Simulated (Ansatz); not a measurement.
SnO (space group Pmn2_1, No. 31). Coordinates: the input geometry of an electronic-structure calculation (not necessarily at equilibrium).

```xyz
4
Lattice="3.3156 0.0000 0.0000 0.0000 5.7050 0.0000 0.0000 0.0000 3.8942" Properties=species:S:1:pos:R:3 pbc="T T T"
Sn    0.0000    1.3338    2.0490
Sn    1.6578    4.3712    0.1019
O     0.0000    5.0509    2.8187
O     1.6578    0.6540    0.8716
```

Bonds are taken as O–Sn below 2.4 Å. Atoms with one bond or none are removed and atoms with two bonds are replaced by edges, until no such atom is left.

Derive the underlying net.

The result is a uninodal 3-connected, two-periodic (layers) net: Sn and O are 3-connected nodes. It is the hcb net, known from graphene. The layers lie parallel to (010).

```json
{"node": "Sn and O", "links": "3", "point symbol": "6³", "coordination sequence": "3 6 9 12 15 18"}
```

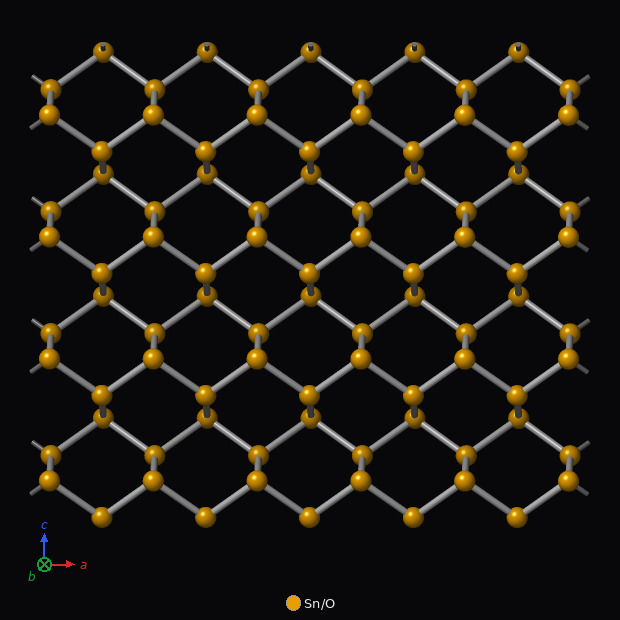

Nodes are coloured by topological kind. One layer is drawn. Short stubs are edges that leave the cut-out.
